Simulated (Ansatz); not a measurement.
**Run report: GaP, single-point calculation**

- system: GaP (slab, 12 atoms in the cell)
- method: DFT PBE, scalar-relativistic, plane waves, PAW, no spin polarisation (Ansatz 0.2.0)

The structure derives from an entry of the Crystallography Open Database. It belongs to a series of runs on one base structure; here: (1 1 0) slab cut from the bulk. Figures and captions count atoms from 1; the log counts them from 0 in places.

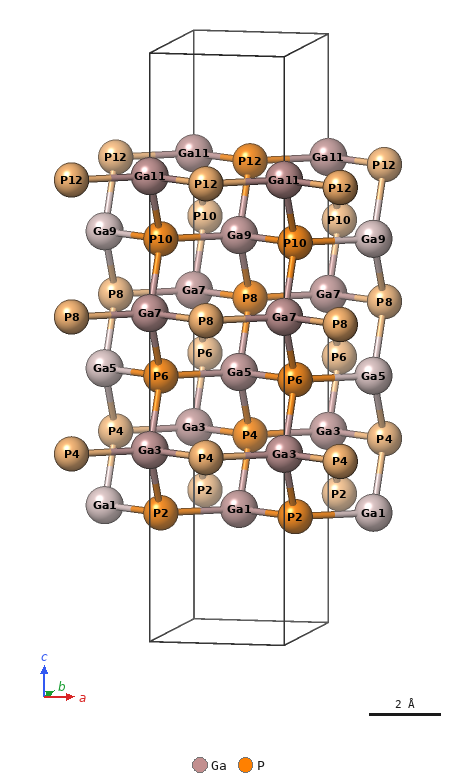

The structure as given in the input (ball-and-stick view of the cell of the calculation, with the vacuum cut short, seen slightly off an axis; neighbours outside the cell are drawn fainter; atoms are numbered from 1 in the order of the input). An atom can appear more than once, as a periodic image.

### Input file
```yaml
crystal:
  lattice:
    - [3.8926748908, 0.0, 0.0]
    - [0.0, 5.5050736245, 0.0]
    - [0.0, 0.0, 24.731687227]
  atoms:
    - { symbol: Ga, position: [0.5, 0.5, 0.3032546842] }
    - { symbol: P, position: [0.0, 0.25, 0.3032546842] }
    - { symbol: Ga, position: [0.0, 0.0, 0.3819528105] }
    - { symbol: P, position: [0.5, 0.75, 0.3819528105] }
    - { symbol: Ga, position: [0.5, 0.5, 0.4606509368] }
    - { symbol: P, position: [0.0, 0.25, 0.4606509368] }
    - { symbol: Ga, position: [0.0, 0.0, 0.5393490632] }
    - { symbol: P, position: [0.5, 0.75, 0.5393490632] }
    - { symbol: Ga, position: [0.5, 0.5, 0.6180471895] }
    - { symbol: P, position: [0.0, 0.25, 0.6180471895] }
    - { symbol: Ga, position: [0.0, 0.0, 0.6967453158] }
    - { symbol: P, position: [0.5, 0.75, 0.6967453158] }
basis:
  ecutwfc: 420
kpoints:
  mp_grid: { grid: [7, 5, 1] }
hamiltonian:
  xc: pbe
scf:
  occupations: { method: gaussian, width: 0.05 }
output:
  forces: true
  stress: true
  eigenvalues: true
  write_density: true
  write_potential: true
  elf: true
  volumetric_format: npy
efield:
  axis: 3
  dipole_correction: true
  ramp_width: 0.04
```

Hardware: 1 thread of AMD EPYC (Zen 3), 192 GiB of memory available, shared host.

Launched with:
```bash
ansatz run input.yaml --threads 1 --pin off --max-ram 2560MiB --backend cpu --events-out ev --progress --plain --runs-dir out
```

### What the program printed
```
Engine: ansatz 0.2.0, x86_64-unknown-linux-gnu
Pseudopotentials: kind: paw
Pseudopotential: Ga, paw, valence charge 13, recommended cutoff 420 eV (normal), Ga.paw.azcp
Pseudopotential: P, paw, valence charge 5, recommended cutoff 420 eV (normal), P.paw.azcp
Functional definition: PBE
  parameter kappa = 0.804
  parameter beta = 0.06672455060314922
  exchange = pbe_x(kappa = kappa, mu = beta*pi^2/3)
  correlation = pbe_c(beta = beta)
Crystal: 12 atoms, lattice volume = 529.987 Å³
Basis set: ecut = 420 eV, 10393 PW (Γ), exchange–correlation on 54×80×360 points (8 copies of the dense FFT grid, shifted against one another)
Bands: 66, of which v1, the nominal top of the filled ones, is band 54 counted from 1 (53 counted from 0)
Symmetry: 2 space group operations
k-points: 12 of 35 (time reversal used)
Non-local potential: Ga, projectors of the file, l = 0: 2, l = 1: 2, l = 2: 3, l = 3: 1
Non-local potential: P, projectors of the file, l = 0: 2, l = 1: 2, l = 2: 2
PAW form: soft (Blöchl's): semilocal exchange-correlation on the pseudo side does not see the compensation charge
PAW one-centre angular grid: Ga, 590 points (default); XC on 64 Gauss nodes
PAW one-centre angular grid: P, 110 points (default); XC on 64 Gauss nodes
Initial density: superposition of atomic densities (neutral atoms: chi_scale 0, normalization atom), corrected by the library's trained network
Initial wavefunctions: pseudopotential atomic-orbital guess
Functional: x = pbe(κ = 0.804, μ = 0.2195149727645171), c = pbe(β = 0.06672455060314922)
SCF iter   1: F=—  HF=-27234.001287 eV  |F-HF|=—  |Δ(HF+E_count)|=         —  Δρ=2.13e-3  dr2=5.32e-2  ethr=1.77e-3  p=0.000 e·Å  D=9.18e-14 V/Å  ΔV_dip=-0.00 eV  dr2_dipole=3.78e-10  V_vac-E_F(+/−)=4.63/4.63 eV  ⟨swp⟩=9.2  Hψ=3910  notcnv=0  defer=19
efield: sawtooth ramp at fractional position 0.9800 (placed from the atoms, in the widest stretch of the axis that holds none; the zero of the levels goes with the place), width 0.0400; the density the first Hamiltonian is built on has a dipole p = 0.000 e·Å; the dipole correction subtracts the counter field D = 9.18e-14 V/Å, which shifts the + side's vacuum level by -0.00 eV against the − side's; the planar-averaged density in the ramp window peaks in size at 3.2e-6 e/Å³
preconditioner: auto → Resta (q_TF=auto, 2.093 Å⁻¹)  ε∞=2.6  [insulator: Δε(μ)=0.703 eV  Ē_g=13.418 eV  σ=0.050 eV  W_gap=1.00  n_scr=84 (ndim 8)  ℏωp=16.8 eV  f_vac=0.480  D(μ)=0.00/eV (n_scr^D=0)  ε∞_Penn≈2.6  vacuum switching on, ρ_ref=1.3e-2 e/Å³]
SCF iter   2: F=—  HF=-27233.987509 eV  |F-HF|=—  |Δ(HF+E_count)|=   1.38e-2  Δρ=1.00e-3  dr2=9.54e-3  ethr=4.93e-5  p=0.000 e·Å  D=4.94e-6 V/Å  ΔV_dip=-0.00 eV  dr2_dipole=1.75e-8  V_vac-E_F(+/−)=4.65/4.65 eV  ⟨swp⟩=2.2  Hψ=1597  notcnv=0  defer=68
SCF iter   3: F=—  HF=-27233.987701 eV  |F-HF|=—  |Δ(HF+E_count)|=   1.92e-4  Δρ=4.94e-4  dr2=4.29e-3  ethr=8.83e-6  p=-0.000 e·Å  D=-1.73e-5 V/Å  ΔV_dip=0.00 eV  dr2_dipole=1.25e-7  V_vac-E_F(+/−)=4.61/4.61 eV  ⟨swp⟩=2.0  Hψ=1306  notcnv=0  defer=68
SCF iter   4: F=—  HF=-27233.987949 eV  |F-HF|=—  |Δ(HF+E_count)|=   2.48e-4  Δρ=2.30e-4  dr2=9.81e-4  ethr=3.98e-6  p=0.000 e·Å  D=3.95e-5 V/Å  ΔV_dip=-0.00 eV  dr2_dipole=7.53e-7  V_vac-E_F(+/−)=4.63/4.63 eV  ⟨swp⟩=2.0  Hψ=864  notcnv=0  defer=68
SCF iter   5: F=—  HF=-27233.988063 eV  |F-HF|=—  |Δ(HF+E_count)|=   1.14e-4  Δρ=9.00e-5  dr2=8.39e-5  ethr=9.09e-7  p=-0.000 e·Å  D=-9.94e-5 V/Å  ΔV_dip=0.00 eV  dr2_dipole=4.72e-6  V_vac-E_F(+/−)=4.62/4.62 eV  ⟨swp⟩=3.0  Hψ=1445  notcnv=0  defer=68
SCF iter   6: F=—  HF=-27233.987952 eV  |F-HF|=—  |Δ(HF+E_count)|=   1.12e-4  Δρ=3.96e-5  dr2=5.09e-5  ethr=7.77e-8  p=0.001 e·Å  D=2.69e-4 V/Å  ΔV_dip=-0.01 eV  dr2_dipole=3.44e-5  V_vac-E_F(+/−)=4.62/4.63 eV  ⟨swp⟩=2.0  Hψ=1348  notcnv=0  defer=71
SCF iter   7: F=—  HF=-27233.987955 eV  |F-HF|=—  |Δ(HF+E_count)|=   3.16e-6  Δρ=2.86e-5  dr2=3.18e-5  ethr=4.71e-8  p=-0.001 e·Å  D=-2.18e-4 V/Å  ΔV_dip=0.01 eV  dr2_dipole=2.24e-5  V_vac-E_F(+/−)=4.63/4.62 eV  ⟨swp⟩=2.0  Hψ=843  notcnv=0  defer=71
SCF iter   8: F=—  HF=-27233.987955 eV  |F-HF|=—  |Δ(HF+E_count)|=   6.01e-7  Δρ=1.48e-5  dr2=6.68e-6  ethr=2.94e-8  p=-0.000 e·Å  D=-9.54e-5 V/Å  ΔV_dip=0.00 eV  dr2_dipole=4.43e-6  V_vac-E_F(+/−)=4.62/4.62 eV  ⟨swp⟩=1.1  Hψ=722  notcnv=0  defer=71
SCF iter   9: F=—  HF=-27233.987956 eV  |F-HF|=—  |Δ(HF+E_count)|=   8.86e-7  Δρ=4.47e-6  dr2=3.82e-7  ethr=6.19e-9  p=-0.000 e·Å  D=-2.18e-5 V/Å  ΔV_dip=0.00 eV  dr2_dipole=2.18e-7  V_vac-E_F(+/−)=4.62/4.62 eV  ⟨swp⟩=2.0  Hψ=836  notcnv=0  defer=71
SCF iter  10: F=-27233.987956 eV  HF=-27233.987956 eV  |F-HF|=1.04e-8  |Δ(HF+E_count)|=   1.62e-7  Δρ=8.90e-7  dr2=1.41e-8  ethr=9.26e-11  p=-0.000 e·Å  D=-4.20e-6 V/Å  ΔV_dip=0.00 eV  dr2_dipole=7.04e-9  V_vac-E_F(+/−)=4.62/4.62 eV  ⟨swp⟩=20.0  Hψ=7282  notcnv=0
SCF 1 converged in 10 iterations: F = -27233.987956 eV  dr2 = 1.41e-8
  greatest PAW one-centre occupation: 0.995 electrons in one spin orbital (limit 2), on the Ga atom at site 10 (counted from 0), in its partial waves of l = 2
```

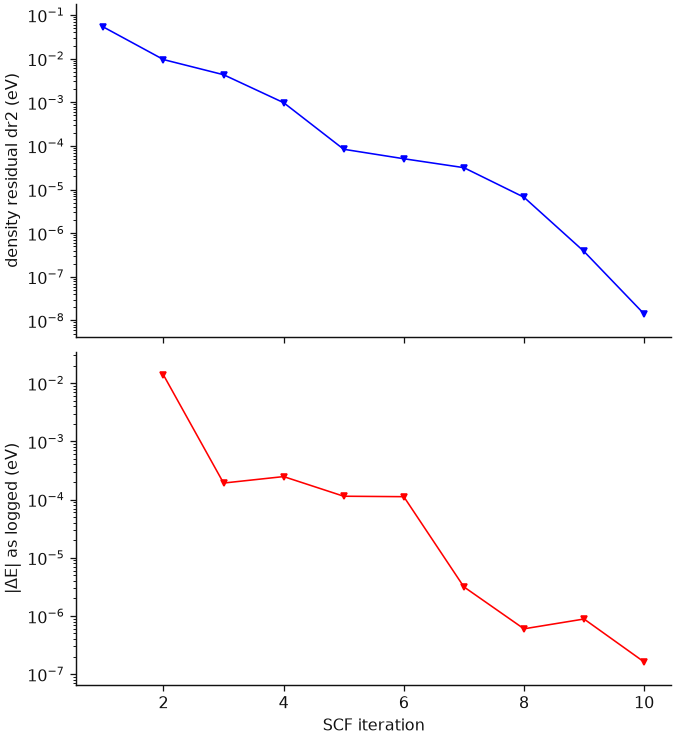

Convergence of the self-consistent field: density residual dr2 and size of the energy change against the SCF iteration. The residual falls at every step.

```
SCF converged after 10 iterations
Free energy (F): -27233.987956 eV
Harris-Foulkes:  -27233.987956 eV  (|F-HF|=1.04e-8)
Internal energy: -27233.987956 eV  (E = F + TS)
E sigma→0 (E₀):  -27233.987956 eV
Fermi energy:    0.871591 eV
Dipole field:    D = 0.000065 V/Å  (p = 0.000191 e·Å, saw-weighted, corrected)
Work function:   Φ+ = 4.6221 eV   Φ− = 4.6237 eV
Levels:          The Fermi level and band energies are counted from a zero that moves with the ramp; work functions are not
--- Per-component energies (eV) ---
  E_band       = -1041.821156
  E_kinetic    = 1105.033527
  E_local      = -70821.244217  (includes V_loc(G=0)·N_el)
  E_nonlocal   = 2751.049024
  E_hartree    = 34569.608358
  E_xc         = -777.686737
  E_vxc        = -704.406261  (∫ρ·V_xc dr)
  E_paw        = -15348.455288  (= ΣΔE_a)
  E_vpaw       = -2511.465039  (= ΣTr[D̂ρ^β])
  E_aug_tail   = -0.000600  (compensation charges beyond the density's cutoff)
  E_efield     = 0.000000  (sawtooth field / dipole correction)
  E_vefield    = 0.000000  (∫n·V_field dr)
  E_ewald      = 21287.707977
  E_smearing   = -0.000000  (= −TS)
  E_closure    = -0.000000  (closes the sum)
  Σ components = -27233.987956   (vs F -27233.987956, Δ=0.00e0)
--- Forces (eV/Å), atoms counted from 1 ---
  atom   1  Ga     0.00000000    -1.23536463     1.40842887
  atom   2  P      0.00000000     0.38878959    -1.27717754
  atom   3  Ga     0.00000000     0.27043926     0.13924026
  atom   4  P      0.00000000     0.66540717    -0.52055673
  atom   5  Ga     0.00000000    -0.19456474     0.12493018
  atom   6  P      0.00000000     0.10530532     0.17146680
  atom   7  Ga     0.00000000    -0.19456158    -0.12489384
  atom   8  P      0.00000000     0.10530849    -0.17150956
  atom   9  Ga     0.00000000     0.27042905    -0.13921171
  atom  10  P      0.00000000     0.66541164     0.52051736
  atom  11  Ga     0.00000000    -1.23538764    -1.40842657
  atom  12  P      0.00000000     0.38878477     1.27716965
  max |Σ_I F_I| component: 2.28e-5 eV/Å
--- Stress (GPa, compression-positive) ---
       -0.723758       0.000000       0.000000
        0.000000      -0.742495      -0.000030
        0.000000      -0.000030       0.112706
  P = ⅓ Tr σ = -0.4512 GPa (-4.512 kbar)
--- Band table (eV; the first three rows and the last of 12) ---
  k-point 0: bands = ["-14.1793", "-14.1792", "-14.1734", "-14.1728", "-14.1122", "-14.1122", "-14.0994", "-14.0706", "-14.0550", "-14.0308", "-14.0272", "-14.0082", "-13.9988", "-13.9960", "-13.9951", "-13.9810", "-13.9559", "-13.9422", "-13.9360", "-13.9345", "-13.9335", "-13.9284", "-13.9118", "-13.9110", "-13.8772", "-13.8771", "-13.8313", "-13.8307", "-13.8305", "-13.8299", "-11.5545", "-10.9544", "-10.0977", "-9.2459", "-8.8011", "-8.7669", "-6.0052", "-5.6437", "-4.9295", "-3.6625", "-2.9381", "-2.9340", "-2.0850", "-1.9792", "-1.8961", "-1.5112", "-1.4110", "-0.7443", "-0.6623", "-0.0814", "0.3620", "0.3625", "0.3770", "0.5093", "1.2077", "1.9416", "2.4806", "2.9771", "3.3328", "3.3714", "3.5309", "4.0171", "4.0425", "4.6066", "4.7363", "4.8305"]
  k-point 1: bands = ["-14.1801", "-14.1801", "-14.1725", "-14.1720", "-14.1123", "-14.1122", "-14.0952", "-14.0718", "-14.0534", "-14.0310", "-14.0254", "-14.0058", "-14.0057", "-13.9960", "-13.9953", "-13.9842", "-13.9543", "-13.9445", "-13.9383", "-13.9347", "-13.9335", "-13.9295", "-13.9133", "-13.9129", "-13.8776", "-13.8771", "-13.8309", "-13.8304", "-13.8300", "-13.8294", "-11.3932", "-10.8135", "-10.0141", "-9.4283", "-9.1409", "-9.0535", "-5.4986", "-5.4698", "-5.1285", "-4.2091", "-2.8008", "-2.4777", "-2.3008", "-1.7419", "-1.6934", "-1.2857", "-1.0805", "-0.9633", "-0.6828", "-0.1460", "0.1627", "0.1703", "0.2003", "0.5329", "1.5858", "1.6705", "2.6269", "3.0532", "3.1289", "3.2099", "3.5394", "3.7556", "3.9277", "4.7801", "5.0847", "5.1243"]
  k-point 2: bands = ["-14.1812", "-14.1812", "-14.1712", "-14.1711", "-14.1124", "-14.1124", "-14.0850", "-14.0760", "-14.0472", "-14.0362", "-14.0218", "-14.0170", "-13.9996", "-13.9959", "-13.9954", "-13.9913", "-13.9514", "-13.9489", "-13.9405", "-13.9378", "-13.9323", "-13.9312", "-13.9158", "-13.9158", "-13.8779", "-13.8774", "-13.8301", "-13.8300", "-13.8292", "-13.8289", "-10.9274", "-10.4339", "-10.1849", "-9.9504", "-9.4927", "-9.3569", "-5.5239", "-5.3513", "-4.5118", "-4.2539", "-3.5817", "-2.6337", "-1.5232", "-1.3175", "-1.2994", "-0.9481", "-0.8326", "-0.6502", "-0.6350", "-0.6081", "-0.2138", "-0.1758", "0.2643", "0.3217", "1.3842", "1.3947", "2.6723", "2.8891", "3.1060", "3.4790", "3.5439", "3.7433", "4.3759", "4.5907", "5.1423", "5.2256"]
  k-point 11: bands = ["-14.1756", "-14.1756", "-14.1556", "-14.1555", "-14.1454", "-14.1453", "-14.0918", "-14.0905", "-14.0447", "-14.0424", "-14.0190", "-14.0189", "-13.9930", "-13.9924", "-13.9868", "-13.9867", "-13.9502", "-13.9500", "-13.9333", "-13.9324", "-13.9158", "-13.9155", "-13.9083", "-13.9072", "-13.8904", "-13.8898", "-13.8430", "-13.8429", "-13.8148", "-13.8148", "-9.8438", "-9.6018", "-9.3542", "-9.1978", "-8.5270", "-8.4644", "-5.8260", "-5.6812", "-5.6299", "-5.5226", "-5.2975", "-5.2152", "-2.9167", "-2.8199", "-2.4321", "-2.2826", "-1.8516", "-1.6662", "-1.4199", "-1.1986", "-1.1010", "-0.7522", "0.1847", "0.3363", "1.2707", "1.3799", "3.3116", "3.3674", "3.8648", "4.1335", "4.5453", "4.8353", "5.1395", "5.2191", "5.5194", "5.5428"]
```

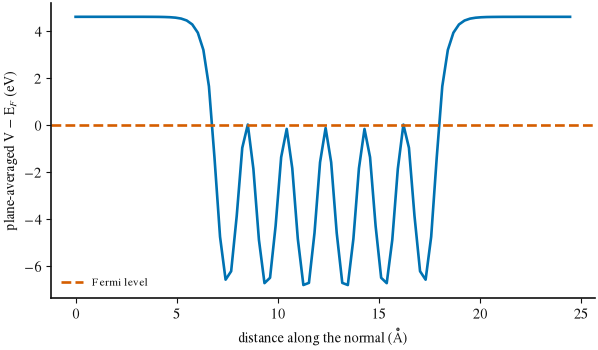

Plane average of the electrostatic potential energy of an electron across the cell, from the Fermi level. The vacuum level lies 4.62 eV above the Fermi level.

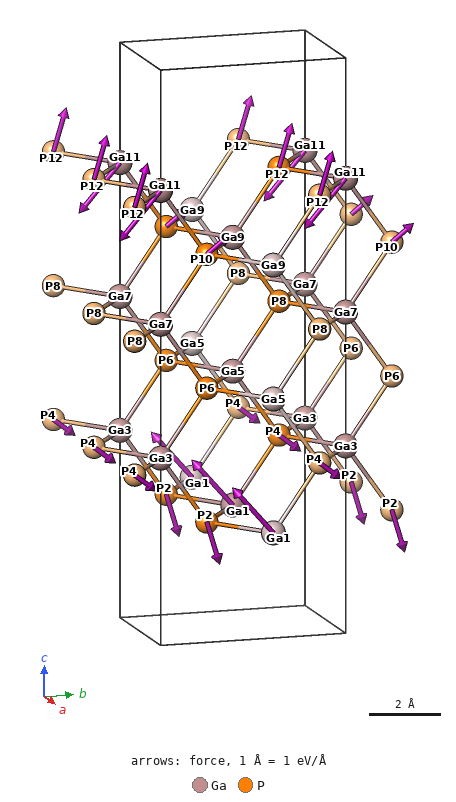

Forces on the atoms as pink arrows (ball-and-stick view of the cell of the calculation, with the vacuum cut short, seen slightly off an axis; neighbours outside the cell are drawn fainter; atoms are numbered from 1 in the order of the input). The largest act on Ga1, Ga11 (1.87 eV/Å); P2, P12 (1.34 eV/Å); P4, P10 (0.84 eV/Å). The geometry is not a stationary point of this energy.

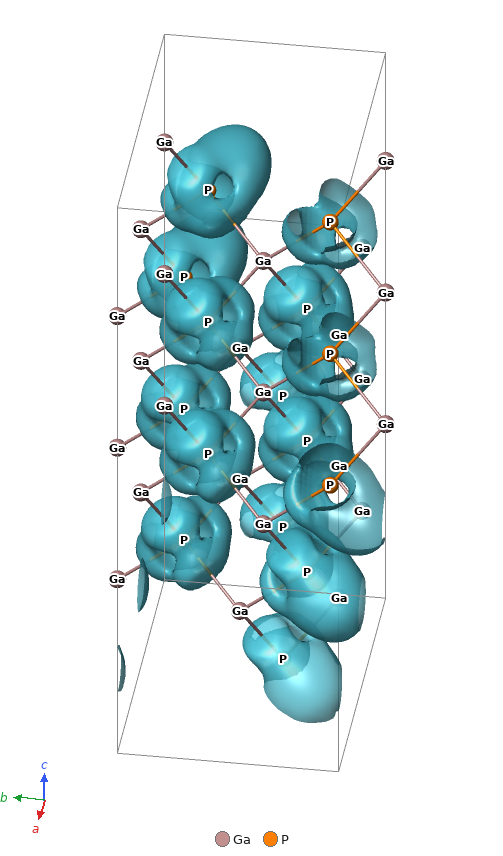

Isosurface of the electron localisation function at 0.75 (cyan), seen at an oblique angle. Only the valence region is drawn (cores and ρ < 0.01 e/Å³ removed). Sticks mark near contacts. Profiles from the grid: Ga–P (2.38 Å): the ELF is about 0.75 at the midpoint. Core electrons are frozen (PAW), so the fields are smoothed inside the atomic spheres.

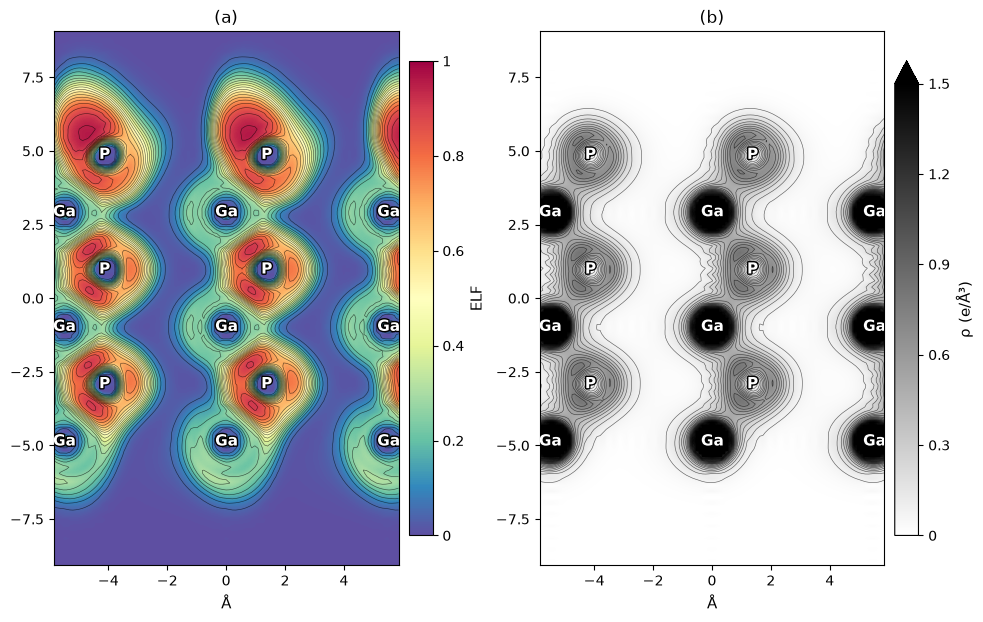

(a) ELF; (b) valence pseudo-density on the (100) plane of the calculation cell, a cut from vacuum to vacuum. The section cuts through Ga and P sites. Ga–P (2.38 Å): the density is about 0.52 e/Å³ at the midpoint; the ELF is about 0.75 at the midpoint. The density dies away to nearly zero in the vacuum.

### Summary

- outcome: converged
- electrons treated: 108
- free energy: −27233.9880 eV
- work function, top face: 4.62 eV
- work function, bottom face: 4.62 eV
- Fermi energy: 0.872 eV
- gap on the k-point mesh: 0.67 eV
- work function (upper face): 4.62 eV
- largest force (length of the vector): 1.873 eV/Å
- wall time: 74 s
- peak memory: 0.8 GiB
